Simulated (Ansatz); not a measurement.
Read the following structure.

```cif
data_structure
_symmetry_space_group_name_H-M 'P -6 m 2'
_symmetry_Int_Tables_number 187
_cell_length_a 3.1495
_cell_length_b 3.1495
_cell_length_c 6.6475
_cell_angle_alpha 90.000
_cell_angle_beta 90.000
_cell_angle_gamma 120.000
_cell_volume 57.11
loop_
_atom_site_label
_atom_site_type_symbol
_atom_site_symmetry_multiplicity
_atom_site_Wyckoff_symbol
_atom_site_fract_x
_atom_site_fract_y
_atom_site_fract_z
_atom_site_occupancy
Mo1 Mo 1 a 0.00000 0.00000 0.00000 1
S1 S 2 h 0.33333 0.66667 0.23569 1
```

> Give a crystallographic description of this input.

The structure is one of MoS2. Space group: P-6m2 (No. 187). Lattice: primitive hexagonal. In the cell are 1 Mo, 2 S, which makes 1 formula unit. Mo bonds to six S in a trigonal prismatic arrangement at 2.40 Å. Each S atom is coordinated by three Mo in a trigonal pyramidal arrangement at 2.40 Å. Not all metal-metal contacts are counted. The bonds build MoS2 layers parallel to (001).

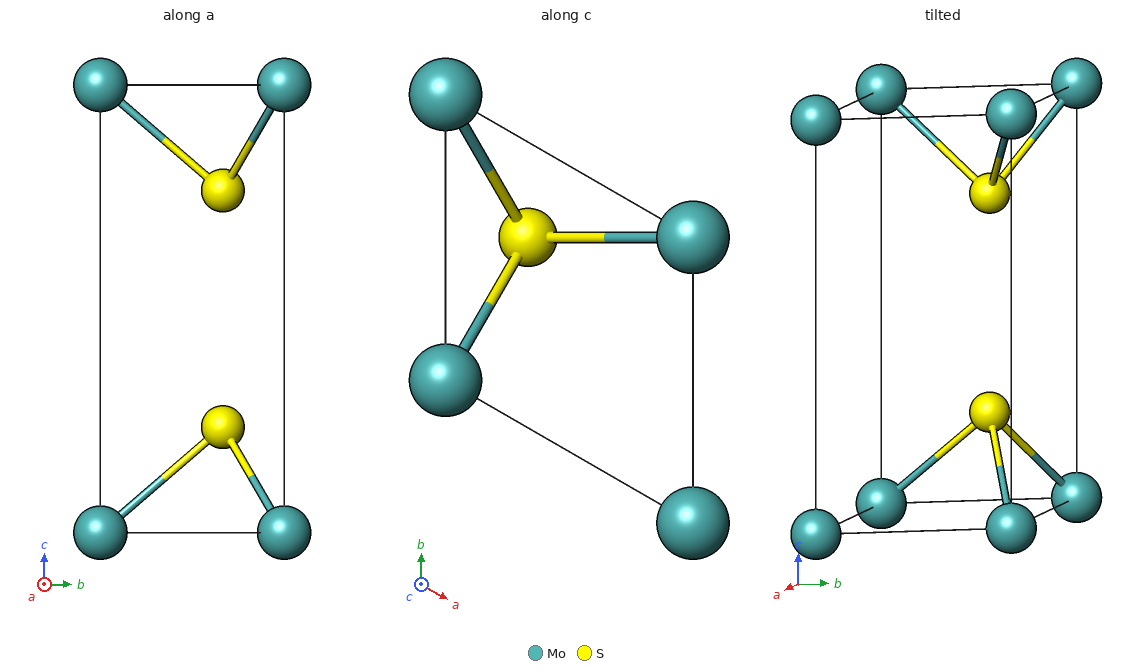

Drawn in the ball-and-stick manner and seen along the a axis, along the c axis and slightly off an axis. The frame is the conventional unit cell; atoms at its boundary are shown with their periodic copies.

The model was built from a structure listed in the Materials Project. Earlier steps of the study may have refined or changed the cell and positions. It was run through Ansatz as a DFT input.
